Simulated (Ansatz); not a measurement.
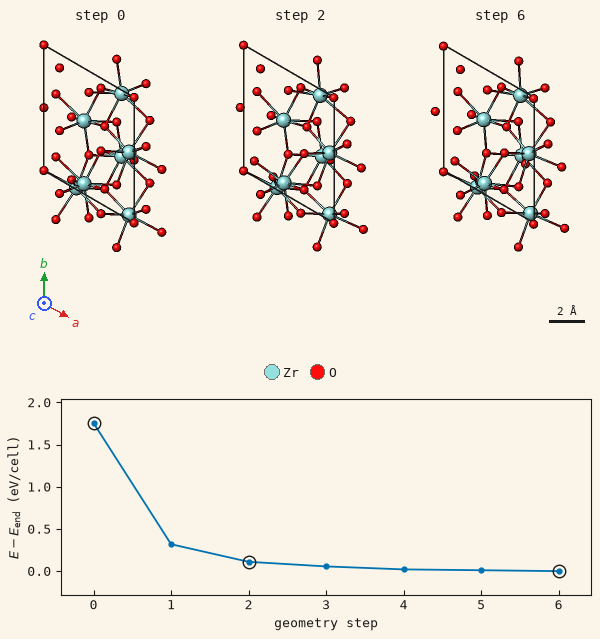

Frames of a relaxation of a defect cell of composition Zr$_{7}$O$_{16}$ (cell charge −3), marked on the history of the run. A ball-and-stick model of the cell of the calculation, reduced to other axes (origin shifted), seen along the c axis. Lengths and directions refer to the drawn axes.

Level of theory: DFT, PBE, plane-wave PAW, default files, scalar-relativistic (Ansatz 0.2.0).

The input:
```yaml
crystal:
  lattice:
    - [-0.8477618041, 5.2023, 5.2551587544]
    - [4.3009381959, 0.0, 5.2551587544]
    - [5.1487, 5.2023, 0.0]
  atoms:
    - { symbol: Zr, position: [0.48625, 0.72275, 0.55345] }
    - { symbol: Zr, position: [0.05345, 0.23755, 0.48625] }
    - { symbol: Zr, position: [0.55345, 0.73755, 0.98625] }
    - { symbol: Zr, position: [0.51375, 0.27725, 0.44655] }
    - { symbol: Zr, position: [0.01375, 0.77725, 0.94655] }
    - { symbol: Zr, position: [0.44655, 0.26245, 0.01375] }
    - { symbol: Zr, position: [0.94655, 0.76245, 0.51375] }
    - { symbol: O, position: [0.39305, 0.08615, 0.36285] }
    - { symbol: O, position: [0.89305, 0.58615, 0.86285], spin: 0.5 }
    - { symbol: O, position: [0.86285, 0.15795, 0.39305], spin: 0.5 }
    - { symbol: O, position: [0.36285, 0.65795, 0.89305] }
    - { symbol: O, position: [0.10695, 0.41385, 0.13715] }
    - { symbol: O, position: [0.60695, 0.91385, 0.63715] }
    - { symbol: O, position: [0.63715, 0.34205, 0.10695], spin: 0.5 }
    - { symbol: O, position: [0.13715, 0.84205, 0.60695] }
    - { symbol: O, position: [0.3042, 0.0421, 0.0273], spin: 0.5 }
    - { symbol: O, position: [0.8042, 0.5421, 0.5273] }
    - { symbol: O, position: [0.0273, 0.1264, 0.8042], spin: 0.5 }
    - { symbol: O, position: [0.5273, 0.6264, 0.3042] }
    - { symbol: O, position: [0.1958, 0.4579, 0.4727] }
    - { symbol: O, position: [0.6958, 0.9579, 0.9727] }
    - { symbol: O, position: [0.4727, 0.3736, 0.6958] }
    - { symbol: O, position: [0.9727, 0.8736, 0.1958], spin: 0.5 }
magnetization:
  spin_polarized: true
total_charge: -3
kpoints:
  mp_grid: { grid: [3, 3, 3] }
scf:
  occupations: { method: fermi_dirac, width: 0.01 }
hamiltonian:
  xc: pbe
  pseudopotentials: { kind: paw }
output:
  forces: true
  stress: true
  populations: true
  efg:
    quadrupole_moments_barn: { Zr: -0.176, O: -0.02558 }
    contact_densities: true
  write_density: true
  write_potential: true
  elf: true
  volumetric_format: npy
relax:
  f_tol: 0.03
  max_steps: 40
```

Command:
```bash
ansatz run input.yaml --threads 1 --pin off --max-ram 3072MiB --backend cpu --events-out ev --progress --plain --runs-dir out
```

Describe the path.

Answer. The run was cut off at its time limit before the relaxation converged, so the last structure is only a point on the way. O23 moves most: 0.55 Å roughly along [−3 −2 −1]. Largest moves by element: O 0.55 Å, Zr 0.16 Å. The lattice vectors keep their values. Among the contacts that change: Zr5–O15 2.173 → 2.491 Å, Zr1–Zr5 3.474 → 3.637 Å, Zr7–O9 2.236 → 2.100 Å, Zr2–O20 2.158 → 2.292 Å. Bond angles that change, for instance: Zr2–O10–Zr4 132.8° → 141.8°, Zr5–O9–Zr7 100.3° → 109.2°, Zr3–O14–Zr6 108.1° → 116.6°. After 6 geometry steps the energy has fallen by 1.755 eV per cell of the calculation. The largest force component goes from 2.1 to 0.056 eV/Å. Cost: 28 min on 1 thread of AMD EPYC 7R43 64-Core Processor (Zen 3), on a shared host, peak memory 1.4 GiB. From step 0 to 2: O atoms move most (0.27 Å), energy −1.645 eV per cell of the calculation. From step 2 to 6: O23 moves most (0.37 Å), energy −0.111 eV per cell of the calculation.

Limits of the set-up: the periodic images lie only 6.8 Å apart, so the values are limited by the cell's size; the cell is charged, on a uniform background, and energies carry no finite-size correction.
